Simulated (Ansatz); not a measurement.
## Single-point calculation, with input and output: Ni

Ni (slab, 4 atoms in the cell), computed with DFT, PBE, norm-conserving pseudopotentials, Ansatz's default files, scalar-relativistic, spin-polarised (Ansatz 0.2.0).

It belongs to a series of runs on one base structure; here: norm-conserving files. Figures and captions count atoms from 1; the log counts them from 0 in places.

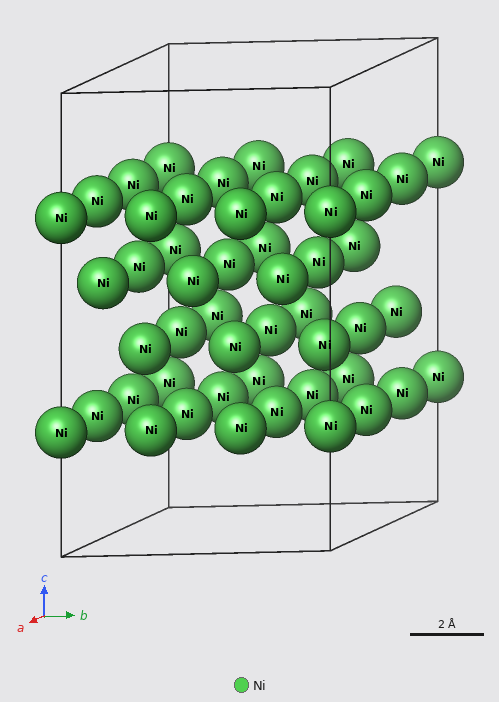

**Figure 1.** The structure (spheres-only view of the 3 × 3 repeat of the cell, with the vacuum cut short, seen slightly off an axis).

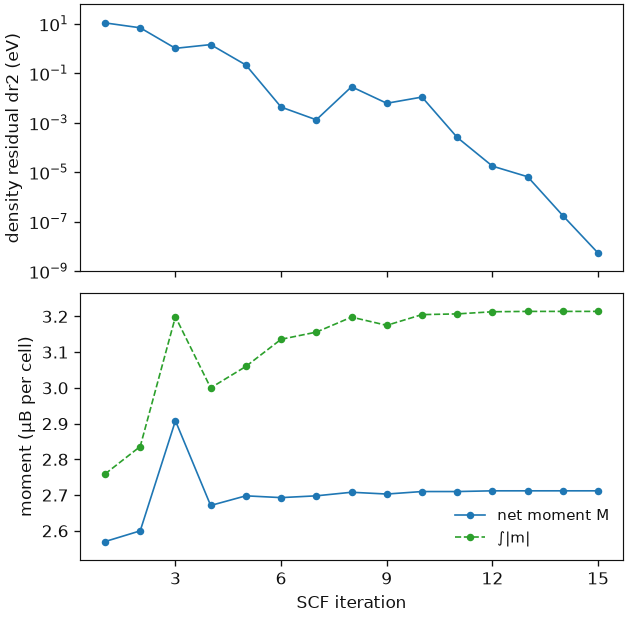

**Figure 2.** Convergence of the self-consistent field: density residual dr2 and magnetic moment against the SCF iteration. The residual comes down, with one marked jump up, by a factor of about 20, at step 8. The net moment goes from 2.6 to 2.7 μB per cell.

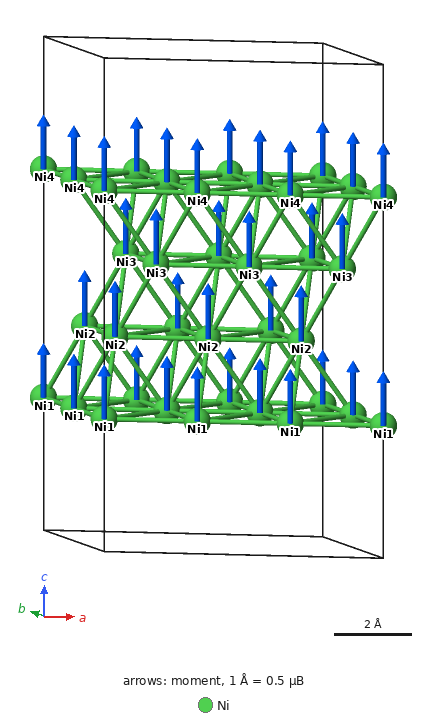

**Figure 3.** Magnetic moments of the sites as blue arrows (ball-and-stick view of the 3 × 2 repeat of the cell, with the vacuum cut short, seen slightly off an axis; atoms are numbered from 1 in the order of the input); small moments hardly show. The run is collinear, so the axis drawn is arbitrary. Site moments: Ni2, Ni3 (0.74 μB); Ni1, Ni4 (0.72 μB). They are counted near the atoms and needn't add up to the moment of the cell.

The input that produced these results follows, with the program's output.

### The input
```yaml
crystal:
  lattice:
    - [2.4880368655, 0.0, 0.0]
    - [-1.2440184327, 2.1547031311, 0.0]
    - [0.0, 0.0, 22.0944]
  atoms:
    - { symbol: Ni, position: [0.0, 0.0, 0.3634997658], spin: 1.0 }
    - { symbol: Ni, position: [0.3333333333, 0.6666666667, 0.4542488213], spin: 1.0 }
    - { symbol: Ni, position: [0.6666666667, 0.3333333333, 0.5457515064], spin: 1.0 }
    - { symbol: Ni, position: [0.0, 0.0, 0.6364999059], spin: 1.0 }
magnetization:
  spin_polarized: true
kpoints:
  mp_grid: { grid: [19, 19, 1] }
scf:
  occupations: { method: fermi_dirac, width: 0.05 }
hamiltonian:
  xc: pbe
  pseudopotentials: { kind: nc }
output:
  forces: true
  stress: true
  eigenvalues: true
efield:
  axis: 3
  amplitude: 0
  dipole_correction: true
```

Command:
```bash
ansatz run input.yaml --threads 2 --pin off --max-ram 6144MiB --backend cpu --events-out ev --progress --plain --runs-dir out
```

### Log
```
Engine: ansatz 0.2.0, aarch64-unknown-linux-gnu
Pseudopotentials: kind: nc
Pseudopotential: Ni, nc, valence charge 18, recommended cutoff 1400 eV (normal), Ni.nc.azcp
Functional definition: PBE
  parameter kappa = 0.804
  parameter beta = 0.06672455060314922
  exchange = pbe_x(kappa = kappa, mu = beta*pi^2/3)
  correlation = pbe_c(beta = beta)
Crystal: 4 atoms, lattice volume = 118.448 Å³
Basis set: ecut = 1400 eV, 14133 PW (Γ), exchange–correlation on 64×64×540 points (8 copies of the dense FFT grid, shifted against one another)
Bands: 46, of which v1, the nominal top of the filled ones, is band 36 counted from 1 (35 counted from 0)
Symmetry: 6 space group operations
k-points: 40 of 361 (time reversal used)
Non-local potential: Ni, projectors of the file, l = 0: 2, l = 1: 2, l = 2: 2
Initial density: superposition of atomic densities (neutral atoms: chi_scale 0, normalization atom)
Starting moments: Σ|m| = 4 μB on 4 of 4 sites
Initial wavefunctions: pseudopotential atomic-orbital guess
Functional: x = pbe(κ = 0.804, μ = 0.2195149727645171), c = pbe(β = 0.06672455060314922)
SCF iter   1: F=—  HF=-18544.411810 eV  |F-HF|=—  |Δ(HF+E_count)|=         —  Δρ=5.14e-2 (↑2.82e-2 ↓5.14e-2)  dr2=1.08e1  dr2_m=9.71e-1  M=2.570 μB ∫|m|=2.759 μB  β_m=0.30  ethr=3.10e-3  p=0.000 e·Å  D=5.87e-13 V/Å  ΔV_dip=-0.00 eV  dr2_dipole=1.32e-8  V_vac-E_F(+/−)=9.23/9.23 eV  ⟨swp⟩=10.5  Hψ=20417  notcnv=0  defer=22
efield: sawtooth ramp at fractional position 0.9500 (placed from the atoms, in the widest stretch of the axis that holds none; the zero of the levels goes with the place), width 0.1000; the density the first Hamiltonian is built on has a dipole p = 0.000 e·Å; the dipole correction subtracts the counter field D = 5.87e-13 V/Å, which shifts the + side's vacuum level by -0.00 eV against the − side's; the planar-averaged density in the ramp window peaks in size at 1.3e-8 e/Å³
preconditioner: auto → LDOS  [metal: Δε(μ)=0.001 eV  Ē_g=8.851 eV  σ=0.050 eV  W_gap=0.01  n_scr=16 (ndim 8)  ℏωp=21.6 eV  f_vac=0.575  D(μ)=9.25/eV (n_scr^D=128)]
spin=Collinear: LDOS preconditioning applied to the charge; magnetization (m = ρ↑ − ρ↓) channel mixes plain (no charge-response kernel on spin).
SCF iter   2: F=—  HF=-18543.894133 eV  |F-HF|=—  |Δ(HF+E_count)|=   5.18e-1  Δρ=3.62e-2 (↑2.01e-2 ↓3.62e-2)  dr2=6.84e0  dr2_m=4.48e-1  M=2.600 μB ∫|m|=2.836 μB  β_m=0.30  ethr=3.10e-3  p=0.000 e·Å  D=1.12e-6 V/Å  ΔV_dip=-0.00 eV  dr2_dipole=1.77e-13  V_vac-E_F(+/−)=7.96/7.96 eV  ⟨swp⟩=1.8  Hψ=4537  notcnv=0  defer=164  κ⁻¹=1.0e0(r=1)
SCF iter   3: F=—  HF=-18543.509119 eV  |F-HF|=—  |Δ(HF+E_count)|=   3.85e-1  Δρ=2.01e-2 (↑2.01e-2 ↓1.84e-2)  dr2=1.01e0  dr2_m=1.33e-1  M=2.908 μB ∫|m|=3.199 μB  β_m=0.30  ethr=3.10e-3  p=0.000 e·Å  D=9.70e-6 V/Å  ΔV_dip=-0.00 eV  dr2_dipole=7.36e-8  V_vac-E_F(+/−)=3.82/3.82 eV  ⟨swp⟩=3.7  Hψ=8807  notcnv=0  defer=156  κ⁻¹=2.0e-3(r=2)
SCF iter   4: F=—  HF=-18543.486316 eV  |F-HF|=—  |Δ(HF+E_count)|=   2.28e-2  Δρ=1.62e-2 (↑1.01e-2 ↓1.62e-2)  dr2=1.43e0  dr2_m=1.02e-1  M=2.671 μB ∫|m|=3.000 μB  β_m=0.30  ethr=1.40e-3  p=-0.000 e·Å  D=-3.56e-8 V/Å  ΔV_dip=0.00 eV  dr2_dipole=2.67e-10  V_vac-E_F(+/−)=6.33/6.33 eV  ⟨swp⟩=3.7  Hψ=7887  notcnv=0  defer=204  κ⁻¹=2.6e-4(r=3)
SCF iter   5: F=—  HF=-18543.408797 eV  |F-HF|=—  |Δ(HF+E_count)|=   7.75e-2  Δρ=8.89e-3 (↑6.97e-3 ↓8.89e-3)  dr2=2.14e-1  dr2_m=4.96e-2  M=2.698 μB ∫|m|=3.060 μB  β_m=1.00  ethr=1.40e-3  p=-0.000 e·Å  D=-2.41e-6 V/Å  ΔV_dip=0.00 eV  dr2_dipole=3.55e-9  V_vac-E_F(+/−)=5.53/5.53 eV  ⟨swp⟩=2.1  Hψ=4142  notcnv=0  defer=210  κ⁻¹=6.0e-5(r=4)
SCF iter   6: F=—  HF=-18543.410670 eV  |F-HF|=—  |Δ(HF+E_count)|=   1.87e-3  Δρ=4.42e-3 (↑3.15e-3 ↓4.42e-3)  dr2=4.25e-3  dr2_m=1.10e-2  M=2.693 μB ∫|m|=3.136 μB  β_m=0.30  ethr=2.97e-4  p=-0.000 e·Å  D=-1.23e-6 V/Å  ΔV_dip=0.00 eV  dr2_dipole=1.66e-9  V_vac-E_F(+/−)=5.15/5.15 eV  ⟨swp⟩=2.6  Hψ=4600  notcnv=0  defer=210  κ⁻¹=5.9e-5(r=5)
SCF iter   7: F=—  HF=-18543.412244 eV  |F-HF|=—  |Δ(HF+E_count)|=   1.57e-3  Δρ=3.47e-3 (↑2.51e-3 ↓3.47e-3)  dr2=1.30e-3  dr2_m=8.52e-3  M=2.698 μB ∫|m|=3.156 μB  β_m=1.20  ethr=5.90e-6  p=-0.000 e·Å  D=-7.02e-8 V/Å  ΔV_dip=0.00 eV  dr2_dipole=3.08e-14  V_vac-E_F(+/−)=5.10/5.10 eV  ⟨swp⟩=3.3  Hψ=7552  notcnv=0  defer=207
Mixer restart at iter 7: flushing history
spin-set hold released at iteration 7 (site moments contracting): the magnetisation degrees of freedom join the quasi-Newton model from the next iteration; the mixer history was flushed
SCF iter   8: F=—  HF=-18543.415405 eV  |F-HF|=—  |Δ(HF+E_count)|=   3.16e-3  Δρ=3.70e-3 (↑9.45e-4 ↓3.70e-3)  dr2=2.82e-2  dr2_m=3.78e-3  M=2.708 μB ∫|m|=3.198 μB  β_m=0.57  ethr=1.81e-6  p=-0.000 e·Å  D=-9.75e-8 V/Å  ΔV_dip=0.00 eV  dr2_dipole=1.71e-10  V_vac-E_F(+/−)=5.09/5.09 eV  ⟨swp⟩=2.5  Hψ=6314  notcnv=0  defer=207  recentre
density mixer auto → msr1: a metal under ldos (density of states about μ 3.41 of a free-electron gas's, 16 screened modes)
SCF iter   9: F=—  HF=-18543.414020 eV  |F-HF|=—  |Δ(HF+E_count)|=   1.39e-3  Δρ=3.11e-3 (↑1.49e-3 ↓3.11e-3)  dr2=6.06e-3  dr2_m=5.45e-3  M=2.703 μB ∫|m|=3.175 μB  β_m=0.78  ethr=1.81e-6  p=-0.000 e·Å  D=-1.20e-7 V/Å  ΔV_dip=0.00 eV  dr2_dipole=4.77e-11  V_vac-E_F(+/−)=5.08/5.08 eV  ⟨swp⟩=2.1  Hψ=5085  notcnv=0  defer=205
SCF iter  10: F=—  HF=-18543.415054 eV  |F-HF|=—  |Δ(HF+E_count)|=   1.03e-3  Δρ=1.86e-3 (↑6.62e-4 ↓1.86e-3)  dr2=1.08e-2  dr2_m=7.45e-4  M=2.710 μB ∫|m|=3.205 μB  β_m=0.89  ethr=1.81e-6  p=0.000 e·Å  D=3.42e-7 V/Å  ΔV_dip=-0.00 eV  dr2_dipole=1.71e-10  V_vac-E_F(+/−)=5.03/5.03 eV  ⟨swp⟩=2.8  Hψ=5988  notcnv=0  defer=204
SCF iter  11: F=—  HF=-18543.415058 eV  |F-HF|=—  |Δ(HF+E_count)|=   4.31e-6  Δρ=4.61e-4 (↑2.40e-4 ↓4.61e-4)  dr2=2.52e-4  dr2_m=1.03e-4  M=2.710 μB ∫|m|=3.207 μB  β_m=0.95  ethr=1.81e-6  p=0.000 e·Å  D=4.48e-7 V/Å  ΔV_dip=-0.00 eV  dr2_dipole=1.51e-10  V_vac-E_F(+/−)=5.04/5.04 eV  ⟨swp⟩=2.1  Hψ=4073  notcnv=0  defer=200
SCF iter  12: F=—  HF=-18543.415098 eV  |F-HF|=—  |Δ(HF+E_count)|=   3.98e-5  Δρ=2.10e-4 (↑5.35e-5 ↓2.10e-4)  dr2=1.74e-5  dr2_m=1.68e-5  M=2.712 μB ∫|m|=3.213 μB  β_m=0.97  ethr=3.50e-7  p=0.000 e·Å  D=8.63e-8 V/Å  ΔV_dip=-0.00 eV  dr2_dipole=2.30e-10  V_vac-E_F(+/−)=5.05/5.05 eV  ⟨swp⟩=2.1  Hψ=5136  notcnv=0  defer=200
SCF iter  13: F=—  HF=-18543.415723 eV  |F-HF|=—  |Δ(HF+E_count)|=   6.25e-4  Δρ=7.43e-5 (↑1.27e-5 ↓7.43e-5)  dr2=6.48e-6  dr2_m=1.65e-6  M=2.712 μB ∫|m|=3.214 μB  β_m=0.99  ethr=2.42e-8  p=0.000 e·Å  D=3.27e-7 V/Å  ΔV_dip=-0.00 eV  dr2_dipole=7.09e-11  V_vac-E_F(+/−)=5.05/5.05 eV  ⟨swp⟩=2.3  Hψ=6188  notcnv=0  defer=200
SCF iter  14: F=—  HF=-18543.415723 eV  |F-HF|=—  |Δ(HF+E_count)|=   5.02e-7  Δρ=1.54e-5 (↑3.80e-6 ↓1.54e-5)  dr2=1.73e-7  dr2_m=7.50e-8  M=2.712 μB ∫|m|=3.214 μB  β_m=0.99  ethr=9.00e-9  p=0.000 e·Å  D=2.27e-7 V/Å  ΔV_dip=-0.00 eV  dr2_dipole=4.21e-10  V_vac-E_F(+/−)=5.05/5.05 eV  ⟨swp⟩=1.3  Hψ=3887  notcnv=0  defer=200
SCF iter  15: F=-18543.415723 eV  HF=-18543.415723 eV  |F-HF|=3.86e-9  |Δ(HF+E_count)|=   6.38e-8  Δρ=4.68e-6 (↑1.89e-6 ↓4.68e-6)  dr2=5.30e-9  dr2_m=1.00e-8  M=2.712 μB ∫|m|=3.214 μB  ethr=1.39e-10  p=0.000 e·Å  D=2.06e-7 V/Å  ΔV_dip=-0.00 eV  dr2_dipole=2.30e-10  V_vac-E_F(+/−)=5.05/5.05 eV  ⟨swp⟩=14.8  Hψ=19262  notcnv=0
SCF 1 converged in 15 iterations: F = -18543.415723 eV  dr2 = 5.30e-9
SCF converged after 15 iterations
Magnetization: 2.7123 μB (37.3562 up, 34.6438 down)
Absolute magnetization: 3.2140 μB (∫|ρ↑−ρ↓|)
Spin contamination: 0.0523 ħ² per cell (⟨S²⟩ above its minimum at these occupations)
Per-site moments (μB) at R_I (Å): [(0.722319244787179, 1.0174337101268753), (0.7393467167415726, 1.0174337101268753), (0.7393420806823366, 1.0174288499549982), (0.7223158740059485, 1.0174288499549982)]
Free energy (F): -18543.415723 eV
Harris-Foulkes:  -18543.415723 eV  (|F-HF|=3.86e-9)
Internal energy: -18543.358423 eV  (E = F + TS)
E sigma→0 (E₀):  -18543.387073 eV
Entropy (-TS):   -0.057301 eV (-14.325 meV/atom)
Fermi energy:    3.593871 eV
Dipole field:    D = -0.000026 V/Å  (p = -0.000017 e·Å, saw-weighted, corrected)
Work function:   Φ+ = 5.0527 eV   Φ− = 5.0521 eV
Levels:          The Fermi level and band energies are counted from a zero that moves with the ramp; work functions are not
--- Per-component energies (eV) ---
  E_band       = -2181.024684
  E_kinetic    = 9135.070310
  E_local      = -148283.525986  (includes V_loc(G=0)·N_el)
  E_nonlocal   = -4004.523369
  E_hartree    = 71718.248414
  E_xc         = -2374.274437
  E_vxc        = -2464.555882  (∫ρ·V_xc dr)
  E_efield     = 0.000000  (sawtooth field / dipole correction)
  E_vefield    = 0.000000  (∫n·V_field dr)
  E_ewald      = 55265.646645
  E_smearing   = -0.057301  (= −TS)
  E_closure    = 0.000000  (closes the sum)
  Σ components = -18543.415723   (vs F -18543.415723, Δ=0.00e0)
--- Forces (eV/Å), atoms counted from 1 ---
  atom   1  Ni    -0.00000000     0.00000000     0.00022875
  atom   2  Ni     0.00000000     0.00000000    -0.00613324
  atom   3  Ni     0.00000000    -0.00000000     0.00605501
  atom   4  Ni     0.00000000    -0.00000000    -0.00014387
  max |Σ_I F_I| component: 6.65e-6 eV/Å
--- Stress (GPa, compression-positive) ---
       -1.978961       0.000000      -0.000000
       -0.000000      -1.978961       0.000000
       -0.000000       0.000000       0.015815
  P = ⅓ Tr σ = -1.3140 GPa (-13.140 kbar)
--- Band table (eV; the first three rows and the last of 80) ---
  k-point 0 ↑: bands = ["-100.1789", "-100.1615", "-99.8601", "-99.8600", "-60.6767", "-60.5667", "-60.4859", "-60.4859", "-60.4695", "-60.4695", "-60.2489", "-60.2489", "-60.2489", "-60.2489", "-60.1349", "-60.1332", "-5.1149", "-3.7415", "-2.0692", "-1.4108", "0.9205", "1.0087", "1.0813", "1.0813", "1.1071", "1.1071", "1.3303", "1.3681", "1.3681", "1.4011", "1.4011", "2.2098", "2.2098", "2.3451", "2.3451", "2.7368", "2.7368", "2.8861", "2.8861", "2.8917", "3.8291", "8.3811", "8.3817", "9.5581", "10.2655", "12.2233"]
  k-point 1 ↑: bands = ["-100.1782", "-100.1610", "-99.8595", "-99.8594", "-60.6754", "-60.5672", "-60.4900", "-60.4872", "-60.4740", "-60.4704", "-60.2533", "-60.2533", "-60.2500", "-60.2500", "-60.1344", "-60.1327", "-5.0199", "-3.6511", "-1.9856", "-1.3424", "0.8783", "0.9123", "1.0734", "1.1086", "1.1473", "1.1473", "1.2722", "1.3396", "1.4036", "1.4288", "1.4372", "2.1750", "2.1803", "2.3573", "2.3735", "2.4723", "2.6533", "2.7358", "2.8877", "3.2644", "4.1804", "8.4622", "8.4726", "9.6486", "10.3373", "12.3085"]
  k-point 2 ↑: bands = ["-100.1761", "-100.1595", "-99.8577", "-99.8577", "-60.6719", "-60.5687", "-60.5016", "-60.4909", "-60.4870", "-60.4732", "-60.2661", "-60.2659", "-60.2531", "-60.2531", "-60.1329", "-60.1315", "-4.7386", "-3.3855", "-1.7443", "-1.1468", "0.7232", "0.7840", "0.9756", "1.1768", "1.1827", "1.2345", "1.2650", "1.2706", "1.4191", "1.5043", "1.5428", "2.0959", "2.1252", "2.1322", "2.3140", "2.3721", "2.6188", "2.7334", "2.8918", "3.7620", "4.8662", "8.7025", "8.7471", "9.9198", "10.5533", "12.5387"]
  k-point 39 ↓: bands = ["-99.2853", "-99.2842", "-99.0048", "-99.0048", "-59.7158", "-59.7112", "-59.6993", "-59.6695", "-59.6427", "-59.6377", "-59.4681", "-59.4672", "-59.4509", "-59.4499", "-59.2626", "-59.2624", "0.3327", "0.4014", "0.4280", "0.5359", "0.6007", "0.8178", "1.0066", "1.4746", "1.5055", "1.9772", "2.0281", "2.0461", "2.0471", "2.7034", "2.9638", "2.9722", "3.5052", "3.6579", "3.6617", "3.7224", "7.8345", "8.5727", "9.1625", "9.6007", "9.8062", "10.8418", "11.1679", "11.9006", "13.0094", "13.2046"]
```

### Key numbers

- outcome: converged
- electrons treated: 72
- free energy: −18543.4157 eV
- Fermi energy: 3.594 eV
- net moment of the cell: 2.71 μB
- integrated absolute moment: 3.21 μB
- largest force (length of the vector): 0.006 eV/Å
- hardware: 2 threads of Arm Neoverse V2, 24 GiB of memory available, shared host
- wall time: 1.9 min (CPU time 3.8 min)
- peak memory: 1.6 GiB
